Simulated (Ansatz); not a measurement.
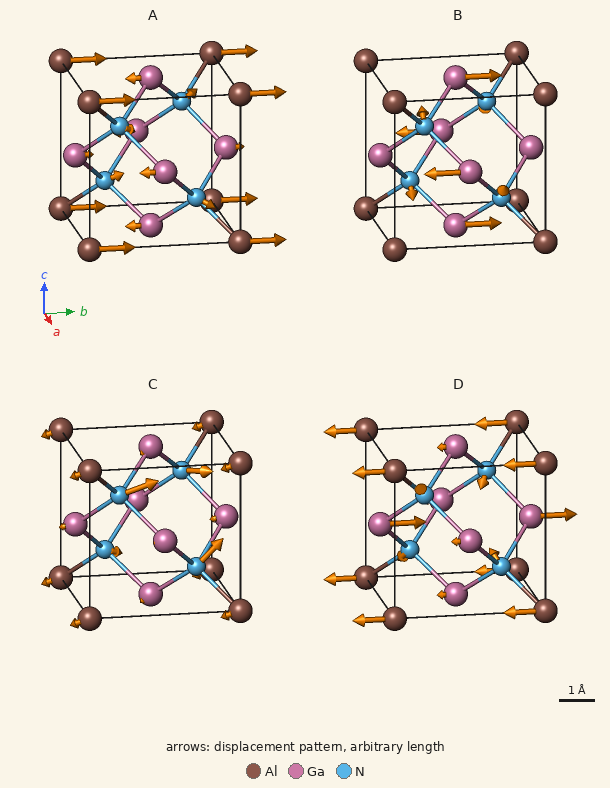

Four optical modes of crystalline AlGa$_{3}$N$_{4}$ at the zone centre, in no order (one member of each degenerate set). The orange arrows give the relative displacements of the atoms. A ball-and-stick model of the cell of the calculation, seen slightly off an axis.

Level of theory: DFT LDA, scalar-relativistic, plane waves, PAW in Ansatz. Set-up: plane-wave cutoff 420 eV; k-point mesh 6 × 6 × 6; occupations fixed; no spin polarisation.

Frequencies are those without the non-analytic (LO–TO) term.

Q: Rank the modes by frequency, softest first.

A: B (194 cm⁻¹), D (238 cm⁻¹), A (418 cm⁻¹), C (575 cm⁻¹). B, T₁: The Al atoms stay at rest; atoms of one kind move against one another, with no net shift of any sublattice; it mainly bends the Al–N, Ga–N bonds; the kinetic energy is shared as Ga 93 %, N 7 %. D, T₂: It mainly bends the Al–N, Ga–N bonds; the kinetic energy is shared as Ga 70 %, Al 20 %, N 10 %. A, T₂: The kinetic energy is shared as Ga 47 %, Al 40 %, N 13 %. C, T₂: It stretches the Ga–N bonds (1.93 Å); the kinetic energy is shared as N 83 %, Ga 10 %, Al 7 %.
